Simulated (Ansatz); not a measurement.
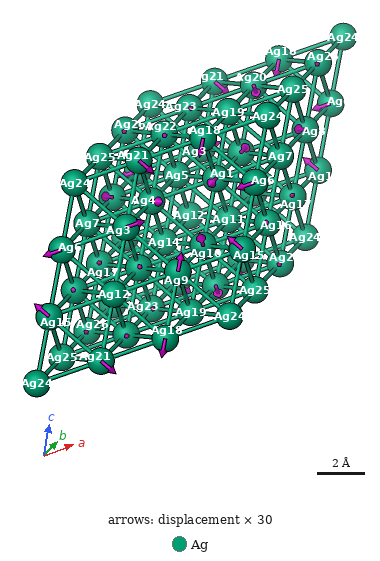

This is a relaxation of a defect cell of composition Ag. The starting structure is drawn; purple arrows show the displacements, magnified 30 times.

The picture is a ball-and-stick view of the cell of the calculation, seen from a free direction.

Case: Ag vacancy (site a), charge +0, atoms relaxed at the host's cell.

Level of theory: Ansatz, DFT PBE, scalar-relativistic, plane waves, PAW.

The input:
```yaml
crystal:
  lattice:
    - [0.0, 6.22124734, -6.22124734]
    - [6.22124734, 6.22124734, 0.0]
    - [6.22124734, 0.0, -6.22124734]
  atoms:
    - { symbol: Ag, position: [0.6666666667, 0.3333333333, 0.6666666667] }
    - { symbol: Ag, position: [0.6666666667, 0.6666666667, 0.6666666667] }
    - { symbol: Ag, position: [0.3333333333, 1.0, 0.6666666667] }
    - { symbol: Ag, position: [0.3333333333, 0.3333333333, 0.6666666667] }
    - { symbol: Ag, position: [0.3333333333, 0.6666666667, 0.6666666667] }
    - { symbol: Ag, position: [0.0, 0.0, 0.6666666667] }
    - { symbol: Ag, position: [0.0, 0.3333333333, 0.6666666667] }
    - { symbol: Ag, position: [0.0, 0.6666666667, 0.6666666667] }
    - { symbol: Ag, position: [0.6666666667, 1.0, 0.3333333333] }
    - { symbol: Ag, position: [0.6666666667, 0.3333333333, 0.3333333333] }
    - { symbol: Ag, position: [0.6666666667, 0.6666666667, 0.3333333333] }
    - { symbol: Ag, position: [0.3333333333, 0.0, 0.3333333333] }
    - { symbol: Ag, position: [0.3333333333, 0.3333333333, 0.3333333333] }
    - { symbol: Ag, position: [0.3333333333, 0.6666666667, 0.3333333333] }
    - { symbol: Ag, position: [0.0, 0.0, 0.3333333333] }
    - { symbol: Ag, position: [0.0, 0.3333333333, 0.3333333333] }
    - { symbol: Ag, position: [0.0, 0.6666666667, 0.3333333333] }
    - { symbol: Ag, position: [0.6666666667, 0.0, 0.0] }
    - { symbol: Ag, position: [0.6666666667, 0.3333333333, 0.0] }
    - { symbol: Ag, position: [0.6666666667, 0.6666666667, 0.0] }
    - { symbol: Ag, position: [0.3333333333, 0.0, 0.0] }
    - { symbol: Ag, position: [0.3333333333, 0.3333333333, 0.0] }
    - { symbol: Ag, position: [0.3333333333, 0.6666666667, 0.0] }
    - { symbol: Ag, position: [0.0, 0.0, 0.0] }
    - { symbol: Ag, position: [0.0, 0.3333333333, 0.0] }
    - { symbol: Ag, position: [0.0, 0.6666666667, 0.0] }
basis:
  ecutwfc: 420
  xc_grid: 2
kpoints:
  mp_grid: { grid: [6, 6, 6], shift: [0.0, 0.0, 0.0] }
hamiltonian:
  xc: pbe
scf:
  occupations: { method: gaussian, width: 0.1 }
output:
  forces: true
  stress: false
  eigenvalues: true
  write_density: true
  write_potential: true
  elf: true
  volumetric_format: npy
relax:
  adjacent_minimum: "off"
  f_tol: 0.025
  max_steps: 45
```

Command:
```bash
ansatz run input.yaml --threads 4 --pin off --max-ram 8192MiB --backend cpu --events-out ev --progress --plain --runs-dir out
```

What happened in the run?

Answer. The largest moves, 0.030 Å, are those of 12 atoms (Ag1, Ag2, Ag3, Ag4 and others). Ag18 goes along −c. The cell stays as it was. Among the contacts that change: Ag10–Ag20 2.933 → 2.992 Å, Ag10–Ag15 2.933 → 2.903 Å, Ag10–Ag11 2.933 → 2.948 Å, Ag13–Ag16 2.933 → 2.943 Å. The energy falls by 31.2 meV per cell of the calculation in 2 geometry steps. The largest force component goes from 0.12 to 0.0015 eV/Å. The run took 3.1 min on 4 threads of Intel(R) Xeon(R) Processor @ 2.70GHz, on a shared host, peak memory 3.3 GiB.
